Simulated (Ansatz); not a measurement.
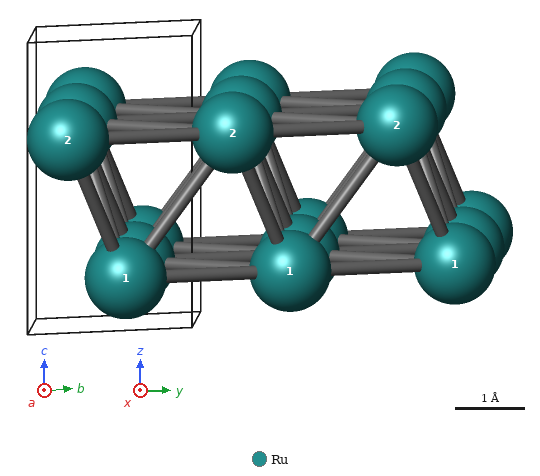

Crystalline Ru (P6_3/mmc): Ru1 (one in each cell of 2 atoms) is moved over the plane of the Cartesian directions y and z, all else fixed. The picture shows the reference cell. Style: ball-and-stick. Shown: the cell of the calculation, repeated 3 × 3 × 1 with one cell outlined, nearly along the normal of the scanned plane.

These are results of DFT PBEsol, scalar-relativistic, plane waves, PAW (Ansatz), not measurements. Settings: plane-wave cutoff 420 eV; k-point mesh 24 × 24 × 12; occupations gaussian; smearing width 0.15 eV; no spin polarisation. Energies (free energies at the smearing named) are counted from the cell as listed in its source, which wasn't relaxed.

```xyz
2
Lattice="2.7058 0.0000 0.0000 -1.3529 2.3433 0.0000 0.0000 0.0000 4.2819" Properties=species:S:1:pos:R:3 pbc="T T T"
Ru    0.0000    1.5622    1.0705
Ru    1.3529    0.7811    3.2114
```

Question: What energies does the calculation give on a grid with rows −0.20, −0.10, 0.00, 0.10, 0.20 and columns −0.20, −0.10, 0.00, 0.10, 0.20 (displacement along y (Å); displacement along z (Å))?

Answer: Rows: displacement along y (Å); columns: displacement along z (Å); values in meV/cell.

|  | −0.20 | −0.10 | 0.00 | 0.10 | 0.20 |
| --- | --- | --- | --- | --- | --- |
| −0.20 | 393 | 205 | 146 | 205 | 393 |
| −0.10 | 282 | 95 | 37 | 95 | 282 |
| 0.00 | 245 | 58 | 0 | 58 | 245 |
| 0.10 | 281 | 94 | 35 | 94 | 281 |
| 0.20 | 386 | 195 | 135 | 195 | 386 |

In pairs of (displacement along y (Å); displacement along z (Å)): the lowest computed point lies at (0.00, 0.00) (0 meV/cell), the highest at (−0.20, −0.20), (−0.20, 0.20) (393 meV/cell).  Over the ranges scanned the energy rises more along the second axis, the displacement along z.

As a map, interpolated between the computed points (dots):

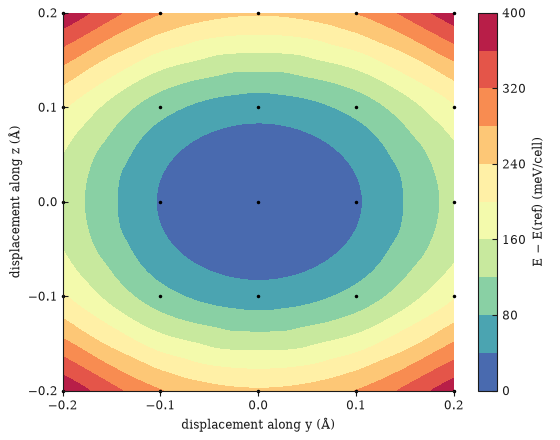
